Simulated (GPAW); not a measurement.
# NaCl (Fm-3m): refractive index against wavelength

The refractive index of NaCl (Fm-3m) below the direct gap (5.16 eV on the mesh) is read from one computed spectrum, n = √(Re ε).

It takes space group Fm-3m (No. 225, cubic). Conventional cell: a = 5.620 Å, b = 5.620 Å, c = 5.620 Å, α = 90.00°, β = 90.00°, γ = 90.00°. Cl on site b has 6 Na at 2.81 Å as nearest neighbours. Na on site a is surrounded by 6 Cl at 2.81 Å.

Method: GPAW 26.7.0, PBE, RPA, k-mesh 11×11×11, local fields up to 60 eV, Lorentzian half width 0.1 eV.

Launch of the response step: `OMP_NUM_THREADS=1 python df.py`. The run took 62 s, its band step included, on 1 thread of Arm Neoverse V1, with other jobs on the host.

| wavelength (nm) | photon energy E (eV) | n |
| --- | --- | --- |
| 850 | 1.459 | 1.5327 |
| 700 | 1.771 | 1.5378 |
| 633 | 1.959 | ? |
| 532 | 2.331 | 1.5499 |
| 450 | 2.755 | 1.5622 |
| 405 | 3.061 | 1.5731 |
| 365 | 3.397 | 1.5873 |

In the single-oscillator model n² − 1 = E₀E_d/(E₀² − E²), so 1/(n² − 1) = E₀/E_d − E²/(E₀E_d) is linear in E².

Working, on the rows shown:

| x = E² (eV²) | y = 1/(n² − 1) |
| --- | --- |
| 2.12762 | 0.741197 |
| 3.13716 | 0.732693 |
| 5.43137 | 0.71317 |
| 7.59115 | 0.694218 |
| 9.37179 | 0.67813 |
| 11.5384 | 0.658102 |

Means: x̄ = 6.5329, ȳ = 0.70292. Σ(x − x̄)(y − ȳ) = -0.5849, Σ(x − x̄)² = 66.39. Slope = -0.5849 / 66.39 = -0.008811; intercept = ȳ − slope · x̄ = 0.76048. Turned back into n, the line misses the rows shown by at most 0.00052.

Task: Fill in the last column of the withheld row.

Result: At x = 3.8364 the line gives y = 0.72668, that is 1.5415. The run gave 1.5414, so the interpolation is off by 6.9e-05, 0.1 % of the range in the table.

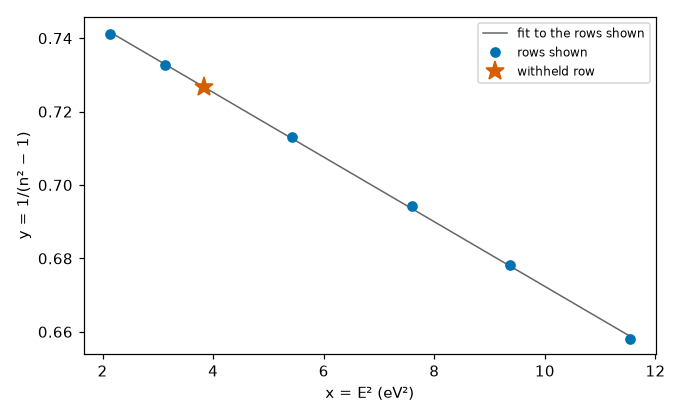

Refitted with all rows, the slope is -0.008815 and the intercept 0.76052. These give E₀ = √(intercept/−slope) = 9.29 eV and E_d = E₀/intercept = 12.2 eV; E₀ is 1.8 times the direct gap. The electronic limit at long wavelengths, without lattice vibrations, is n = √(1 + 1/intercept) = 1.521. The cell comes from an older database entry, whose edges can be off by a per cent or so. Excitons are left out; PBE gaps are as a rule too small. The values come from a sum over the points of one k-mesh and carry its error, which grows as the direct gap shrinks.
